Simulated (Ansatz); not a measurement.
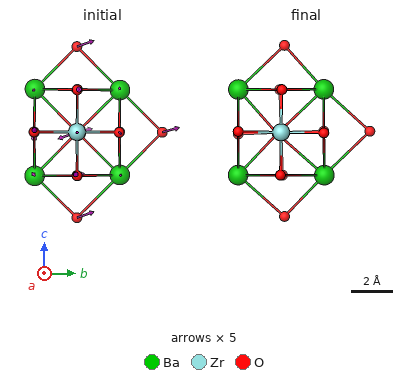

The structure of a defect cell of composition Ba8Zr8O23 (cell charge −1) before (left) and after (right) a relaxation, at one scale. The purple arrows give the displacements, magnified 5 times.

The picture is a ball-and-stick view of the atoms within 4.2 Å of the atom that moves most (axes of the cell of the calculation), seen along the a axis.

These are results of DFT, PBEsol, PAW, plane waves (Ansatz 0.2.0), not measurements.

The input:
```yaml
crystal:
  lattice:
    - [8.361961, 0.000000, 0.000000]
    - [0.000000, 8.361961, 0.000000]
    - [0.000000, 0.000000, 8.361961]
  atoms:
    - { symbol: Ba, position: [0.997397, 0.999478, 0.001377] }
    - { symbol: Ba, position: [0.998471, 0.000172, 0.497358] }
    - { symbol: Ba, position: [0.997227, 0.501967, 0.996096] }
    - { symbol: Ba, position: [0.999180, 0.503430, 0.503342] }
    - { symbol: Ba, position: [0.499569, 0.999592, 0.997117] }
    - { symbol: Ba, position: [0.501047, 0.000177, 0.498355] }
    - { symbol: Ba, position: [0.499544, 0.506301, 0.002810] }
    - { symbol: Ba, position: [0.496828, 0.501892, 0.502151] }
    - { symbol: Zr, position: [0.247324, 0.252171, 0.247039], spin: 0.5 }
    - { symbol: Zr, position: [0.248880, 0.248887, 0.754321], spin: 0.5 }
    - { symbol: Zr, position: [0.251437, 0.749245, 0.252428] }
    - { symbol: Zr, position: [0.250121, 0.747543, 0.751223] }
    - { symbol: Zr, position: [0.749097, 0.251218, 0.251642] }
    - { symbol: Zr, position: [0.749928, 0.246006, 0.749422] }
    - { symbol: Zr, position: [0.751028, 0.751447, 0.251802] }
    - { symbol: Zr, position: [0.747260, 0.748039, 0.751753] }
    - { symbol: O, position: [0.246016, 0.250948, 0.005476] }
    - { symbol: O, position: [0.247310, 0.750084, 0.996273] }
    - { symbol: O, position: [0.252985, 0.750553, 0.499464] }
    - { symbol: O, position: [0.750096, 0.250261, 0.996377] }
    - { symbol: O, position: [0.745391, 0.243197, 0.495499] }
    - { symbol: O, position: [0.749243, 0.748855, 0.997475] }
    - { symbol: O, position: [0.750770, 0.751557, 0.501212] }
    - { symbol: O, position: [0.004004, 0.247713, 0.250947] }
    - { symbol: O, position: [0.999577, 0.249317, 0.755405] }
    - { symbol: O, position: [0.998905, 0.750565, 0.250746] }
    - { symbol: O, position: [0.003214, 0.748589, 0.751458] }
    - { symbol: O, position: [0.499649, 0.251313, 0.249438] }
    - { symbol: O, position: [0.497917, 0.251279, 0.749359] }
    - { symbol: O, position: [0.501510, 0.749019, 0.251308] }
    - { symbol: O, position: [0.498265, 0.749209, 0.750323] }
    - { symbol: O, position: [0.249272, 0.996250, 0.249706] }
    - { symbol: O, position: [0.249450, 0.000552, 0.750673] }
    - { symbol: O, position: [0.253821, 0.498033, 0.252364] }
    - { symbol: O, position: [0.252342, 0.501830, 0.749339] }
    - { symbol: O, position: [0.752846, 0.998248, 0.252557] }
    - { symbol: O, position: [0.748899, 0.994792, 0.747265] }
    - { symbol: O, position: [0.750356, 0.499366, 0.250099] }
    - { symbol: O, position: [0.757220, 0.501253, 0.750471] }
  symmetry: { detect: false }
kpoints:
  mp_grid: { grid: [1, 1, 1], shift: [0.25, 0.25, 0.25] }
hamiltonian:
  xc: pbesol
total_charge: -1
magnetization:
  spin_polarized: true
scf:
  occupations: { method: fermi_dirac, width: 0.01 }
relax:
  f_tol: 0.03
  max_steps: 80
  escape_saddle: false
  adjacent_minimum: "off"
output:
  forces: true
  eigenvalues: true
  populations: true
  charged_corrections: { epsilon: 40 }
```

Launched with:
```bash
ansatz run in.yaml --threads 8 --pin off --max-ram 118750MiB --runs-dir r --events-out ev --progress --plain --backend cuda --devices 0, --max-vram 170GiB
```

Question: Summarise the run.

Answer: The largest moves, 0.21 Å, are those of O26 and O28. O26 goes along [0 −3 −1]. Largest moves by element: O 0.21 Å, Ba 0.06 Å, Zr 0.05 Å. The cell doesn't change. Among the contacts that change: Ba2–O26 2.934 → 3.142 Å, Ba4–O27 2.917 → 3.122 Å, Ba4–O24 3.005 → 2.810 Å, Ba3–O26 2.976 → 2.785 Å. Among the angles between lasting bonds that change: Zr11–O26–Zr15 179.4° → 169.1°, Ba1–O26–Ba4 179.4° → 172.7°, Ba2–O26–Zr11 90.0° → 85.2°. After 5 geometry steps the energy has fallen by 0.286 eV per cell of the calculation. The largest force component goes from 0.79 to 0.027 eV/Å.

Limits of the set-up: the periodic images lie only 8.4 Å apart, so the values are limited by the cell's size; the cell is charged, on a uniform background, and energies carry no finite-size correction.
